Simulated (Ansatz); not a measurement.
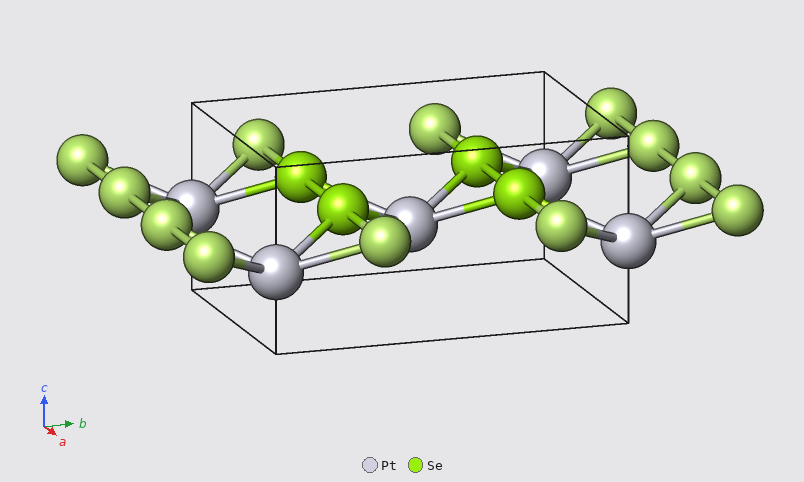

Structure drawing (ball-and-stick), viewed slightly off an axis. Atoms at the boundary of the conventional unit cell (the box) are drawn once for each face, edge or corner they touch. The first bonded neighbours in the surrounding cells are also shown, in fainter colours. Cell: a = 5.35 Å, b = 7.59 Å, c = 3.95 Å, α = 90.00°, β = 90.00°, γ = 90.00°.

The structure comes from a random cell made by a generator, so it need not be a real form of the compound. Earlier steps of the study, as a rule a relaxation of our own, may have changed the cell and positions, so they can lie some per cent off the listed ones. It went into a calculation with Ansatz.

Describe the crystal.

Answer. Its composition is PtSe2. Space group: Cmm2 (No. 35). Lattice: base-centred orthorhombic. With Z = 2, the cell contains 2 Pt, 4 Se. Pt is coordinated by four Se at about 2.5 Å. The neighbours of Se are two Pt and two Se (about 2.5 Å to Pt, 2.7 Å to Se). The bonds build PtSe2 layers parallel to (001).

The calculation: Ansatz, DFT PBE, scalar-relativistic, plane waves, PAW, with a 420 eV plane-wave basis, k-points about 0.14 Å⁻¹ apart, Gaussian smearing of 0.1 eV, no spin polarisation.

Is it conducting or gapped at this level?

Answer. A metal: bands cross the Fermi level.

What charge does Bader's analysis assign to each element?

Answer. Pt -0.02 e; Se +0.01 e.

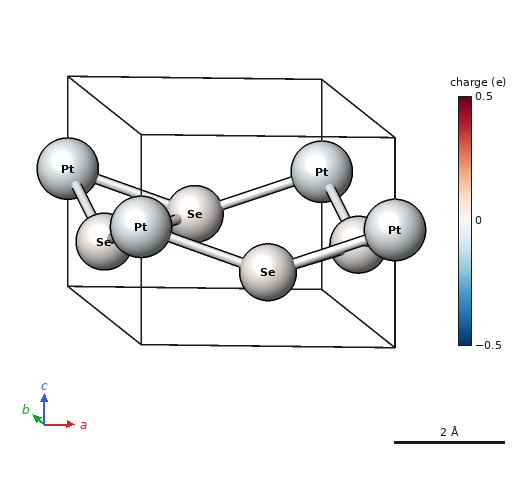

The atoms coloured by those charges. The run's cell of 3 atoms is drawn, so axes and origin can differ from the first picture.

Is this the optimised geometry for these settings?

Answer. Yes. All forces vanish to within 0.01 eV/Å. The pressure is 0.0 GPa, close to zero.
